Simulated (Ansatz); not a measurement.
## Two runs on SiC

System: SiC (R-3m, 4 atoms in the cell).
Method of run A: DFT, r2SCAN, plane waves, PAW, no spin polarisation (Ansatz 0.2.0).

The structure was built on a prototype by a generator. The geometry comes from this level: r2SCAN (a point of a series of strains). Text and figures count atoms from 1; the logs count them from 0 in places.

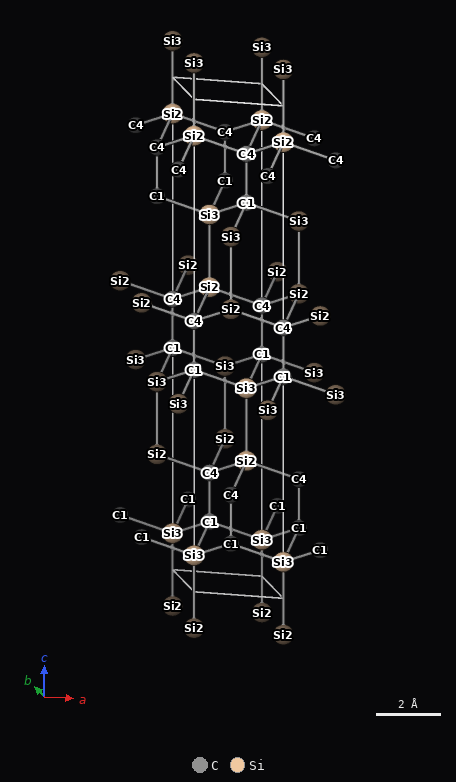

Figure 1. The structure (ball-and-stick view of the cell 3 times as large as that of the calculation, set on its symmetry axes, seen slightly off an axis; neighbours outside the cell are drawn fainter; atoms are numbered from 1 in the order of the input). Near neighbours in the crystal (not all of them lie inside the picture): C has 1 C at 1.59 Å and 3 Si at 1.83 Å; Si has 3 C at 1.83 Å and 1 Si at 2.36 Å.

### The input, run A
```yaml
crystal:
  lattice:
    - [1.4657416605, 0.8462463422, 5.3212273465]
    - [-1.4657416605, 0.8462463422, 5.3212273465]
    - [0.0, -1.6924926845, 5.3212273465]
  atoms:
    - { symbol: C, position: [0.4503465656, 0.4503465656, 0.4503465656] }
    - { symbol: Si, position: [0.9261347269, 0.9261347269, 0.9261347269] }
    - { symbol: Si, position: [0.0738652731, 0.0738652731, 0.0738652731] }
    - { symbol: C, position: [0.5496534344, 0.5496534344, 0.5496534344] }
kpoints:
  mp_grid: { grid: [10, 10, 10] }
  band_path:
    path:
      - [0.0, 0.0, 0.0]
      - [0.5, 0.5, 0.5]
      - [0.8146824084, 0.1853175916, 0.5]
      - [0.5, -0.1853175916, 0.1853175916]
      - [0.5, 0.0, 0.0]
      - [0.3426587958, -0.3426587958, 0.0]
      - [0.6573412042, 0.0, 0.3426587958]
      - [0.5, 0.0, 0.5]
    npoints: 1
hamiltonian:
  xc: r2scan
scf:
  occupations: { method: fermi_dirac, width: 0.02 }
  n_extra_bands: 5
output:
  forces: true
  stress: true
  eigenvalues: true
```

Launched with:
```bash
ansatz run input.yaml --threads 4 --pin off --max-ram 3686MiB --backend cpu --events-out ev --progress --plain --runs-dir out
```

Hardware: 4 threads of an Arm (aarch64) CPU, shared host.

### Output, shortened to warnings, some set-up lines, iterations and results (run A)
```
Basis set: ecut = 500 eV, 1015 PW (Γ), FFT grids on a1−a3, a2−a3, a3, exchange–correlation on 96×96×180 points (64 copies of the dense FFT grid, shifted against one another)
Symmetry: 12 space group operations
k-points: 116 of 1000
Initial density: superposition of atomic densities (neutral atoms: chi_scale 0, normalization atom), corrected by the library's trained network
[...]
SCF iter   1: F=—  HF=-1780.641659 eV  |F-HF|=—  |Δ(HF+E_count)|=         —  Δρ=1.01e-2  dr2=1.13e-1  dr2_τ=4.80e-1  ethr=1.77e-3  ⟨swp⟩=6.3  Hψ=10589  notcnv=0
SCF iter   2: F=—  HF=-1780.725633 eV  |F-HF|=—  |Δ(HF+E_count)|=   8.40e-2  Δρ=8.26e-3  dr2=4.96e-2  dr2_τ=2.73e-3  ethr=7.04e-4  ⟨swp⟩=3.4  Hψ=4008  notcnv=0  defer=113
SCF iter   3: F=—  HF=-1780.716009 eV  |F-HF|=—  |Δ(HF+E_count)|=   9.62e-3  Δρ=3.54e-3  dr2=4.47e-3  dr2_τ=1.42e-4  ethr=3.10e-4  ⟨swp⟩=2.1  Hψ=2411  notcnv=0  defer=113
SCF iter   4: F=—  HF=-1780.715806 eV  |F-HF|=—  |Δ(HF+E_count)|=   2.03e-4  Δρ=7.83e-4  dr2=3.06e-4  dr2_τ=1.60e-5  ethr=2.80e-5  ⟨swp⟩=2.4  Hψ=2646  notcnv=0  defer=113
SCF iter   5: F=—  HF=-1780.715769 eV  |F-HF|=—  |Δ(HF+E_count)|=   3.76e-5  Δρ=1.59e-4  dr2=1.22e-5  dr2_τ=7.29e-7  ethr=1.91e-6  ⟨swp⟩=2.7  Hψ=2231  notcnv=0  defer=113
SCF iter   6: F=—  HF=-1780.715771 eV  |F-HF|=—  |Δ(HF+E_count)|=   2.56e-6  Δρ=3.75e-5  dr2=2.51e-7  dr2_τ=1.32e-8  ethr=7.64e-8  ⟨swp⟩=2.4  Hψ=2031  notcnv=0  defer=112
SCF iter   7: F=-1780.715772 eV  HF=-1780.715772 eV  |F-HF|=7.08e-9  |Δ(HF+E_count)|=   3.93e-7  Δρ=6.20e-6  dr2=6.72e-9  dr2_τ=2.68e-10  ethr=6.25e-10  ⟨swp⟩=10.1  Hψ=8464  …
SCF 1 converged in 7 iterations: F = -1780.715772 eV  dr2 = 6.72e-9
NSCF: frozen V_eff on 8 k-points
SCF converged after 7 iterations
Free energy (F): -1780.715772 eV
Harris-Foulkes:  -1780.715772 eV  (|F-HF|=7.08e-9)
Internal energy: -1780.715315 eV  (E = F + TS)
E sigma→0 (E₀):  -1780.715544 eV
Entropy (-TS):   -0.000456 eV (-0.114 meV/atom)
Fermi energy:    11.364953 eV
--- Per-component energies (eV) ---
  E_band       = 58.422373
  E_kinetic    = 278.682669
  E_local      = -254.282223  (includes V_loc(G=0)·N_el)
  E_nonlocal   = 104.467629
  E_hartree    = 88.506248
  E_xc         = -204.499825
  E_vxc        = -239.740739  (∫ρ·V_xc dr)
  E_paw        = -1241.317634  (= ΣΔE_a)
  E_vpaw       = -18.975316  (= ΣTr[D̂ρ^β])
  E_aug_tail   = 0.000018  (compensation charges beyond the density's cutoff)
  E_vtau       = 11.257261  (kinetic-family band-sum trace: ∫τ·v_τ [+ j·A + Jᵃ·Aᵃ] dr)
  E_ewald      = -552.069784
  E_core_change = -0.202413  (= ΣΔE_core)
  E_smearing   = -0.000456  (= −TS)
  E_closure    = 0.000000  (closes the sum)
  Σ components = -1780.715772   (vs F -1780.715772, Δ=0.00e0)
--- Forces (eV/Å), atoms counted from 1 ---
  atom   1  C      0.00000000     0.00000000    -0.00035084
  atom   2  Si     0.00000000     0.00000000    -0.00065554
  atom   3  Si    -0.00000000    -0.00000000     0.00065554
  atom   4  C     -0.00000000    -0.00000000     0.00035084
  max |Σ_I F_I| component: 5.42e-20 eV/Å
--- Stress (GPa, compression-positive) ---
       34.744949       0.000000       0.000000
        0.000000      34.744949       0.000000
        0.000000       0.000000       5.895006
  P = ⅓ Tr σ = 25.1283 GPa (251.283 kbar)
```

The input of run B differs as follows (lines with − go, lines with + come):
```diff
-  xc: r2scan
+  xc: pbe
```

What does this change do to the results?

The total energies belong to different methods, so their difference says nothing on which is more stable or more accurate. The pressure goes from 25.13 to 27.26 GPa. The largest force goes from 0.001 to 0.388 eV/Å. The functional changes from r2SCAN to PBE. The SCF takes 6 iterations against 7. The default cutoff goes from 500 to 420 eV with the change. The plane waves at Γ go from 1015 to 785.

### Output, shortened to warnings, some set-up lines, iterations and results (run B)
```
Basis set: ecut = 420 eV, 785 PW (Γ), FFT grids on a1−a3, a2−a3, a3, exchange–correlation on 40×40×80 points (8 copies of the dense FFT grid, shifted against one another)
Symmetry: 12 space group operations
k-points: 116 of 1000
Initial density: superposition of atomic densities (neutral atoms: chi_scale 0, normalization atom), corrected by the library's trained network
[...]
SCF iter   1: F=—  HF=-1772.527788 eV  |F-HF|=—  |Δ(HF+E_count)|=         —  Δρ=7.93e-3  dr2=7.53e-2  ethr=1.77e-3  ⟨swp⟩=6.2  Hψ=10386  notcnv=0
SCF iter   2: F=—  HF=-1772.509330 eV  |F-HF|=—  |Δ(HF+E_count)|=   1.85e-2  Δρ=3.32e-3  dr2=7.72e-3  ethr=4.71e-4  ⟨swp⟩=2.3  Hψ=2991  notcnv=0  defer=110
SCF iter   3: F=—  HF=-1772.507579 eV  |F-HF|=—  |Δ(HF+E_count)|=   1.75e-3  Δρ=1.27e-3  dr2=6.61e-4  ethr=4.82e-5  ⟨swp⟩=2.2  Hψ=2423  notcnv=0  defer=110
SCF iter   4: F=—  HF=-1772.507572 eV  |F-HF|=—  |Δ(HF+E_count)|=   6.51e-6  Δρ=4.10e-4  dr2=5.40e-5  ethr=4.13e-6  ⟨swp⟩=2.1  Hψ=1980  notcnv=0  defer=110
SCF iter   5: F=—  HF=-1772.507591 eV  |F-HF|=—  |Δ(HF+E_count)|=   1.87e-5  Δρ=6.11e-5  dr2=8.97e-7  ethr=3.38e-7  ⟨swp⟩=2.7  Hψ=2321  notcnv=0  defer=110
SCF iter   6: F=-1772.507592 eV  HF=-1772.507592 eV  |F-HF|=4.46e-9  |Δ(HF+E_count)|=   8.96e-7  Δρ=4.45e-6  dr2=5.55e-9  ethr=6.25e-10  ⟨swp⟩=9.2  Hψ=8235  notcnv=0
SCF 1 converged in 6 iterations: F = -1772.507592 eV  dr2 = 5.55e-9
NSCF: frozen V_eff on 8 k-points
SCF converged after 6 iterations
Free energy (F): -1772.507592 eV
Harris-Foulkes:  -1772.507592 eV  (|F-HF|=4.46e-9)
Internal energy: -1772.507004 eV  (E = F + TS)
E sigma→0 (E₀):  -1772.507298 eV
Entropy (-TS):   -0.000588 eV (-0.147 meV/atom)
Fermi energy:    11.373663 eV
--- Per-component energies (eV) ---
  E_band       = 64.701163
  E_kinetic    = 278.000582
  E_local      = -255.372653  (includes V_loc(G=0)·N_el)
  E_nonlocal   = 107.178648
  E_hartree    = 87.556538
  E_xc         = -212.912386
  E_vxc        = -221.154202  (∫ρ·V_xc dr)
  E_paw        = -1224.887977  (= ΣΔE_a)
  E_vpaw       = -19.064527  (= ΣTr[D̂ρ^β])
  E_aug_tail   = 0.000028  (compensation charges beyond the density's cutoff)
  E_ewald      = -552.069784
  E_smearing   = -0.000588  (= −TS)
  E_closure    = -0.000000  (closes the sum)
  Σ components = -1772.507592   (vs F -1772.507592, Δ=0.00e0)
--- Forces (eV/Å), atoms counted from 1 ---
  atom   1  C      0.00000000    -0.00000000     0.38824330
  atom   2  Si     0.00000000    -0.00000000     0.29976558
  atom   3  Si    -0.00000000     0.00000000    -0.29976558
  atom   4  C     -0.00000000     0.00000000    -0.38824330
  max |Σ_I F_I| component: 5.55e-17 eV/Å
--- Stress (GPa, compression-positive) ---
       36.578555       0.000000       0.000000
        0.000000      36.578555       0.000000
        0.000000       0.000000       8.632702
  P = ⅓ Tr σ = 27.2633 GPa (272.633 kbar)
```

### The two runs side by side

| quantity | run A | run B |
| --- | --- | --- |
| outcome | converged | converged |
| free energy per atom (eV) | −445.1789 | −443.1269 |
| gap on the mesh (eV) | 0.00 | 0.00 |
| pressure (GPa) | 25.13 | 27.26 |
| largest force (eV/Å) | 0.001 | 0.388 |
| SCF iterations | 7 | 6 |
| irreducible k-points | 116 | 116 |
| plane waves at Γ | 1015 | 785 |
| wall time (shared host) | 3.7 s | 1.8 s |
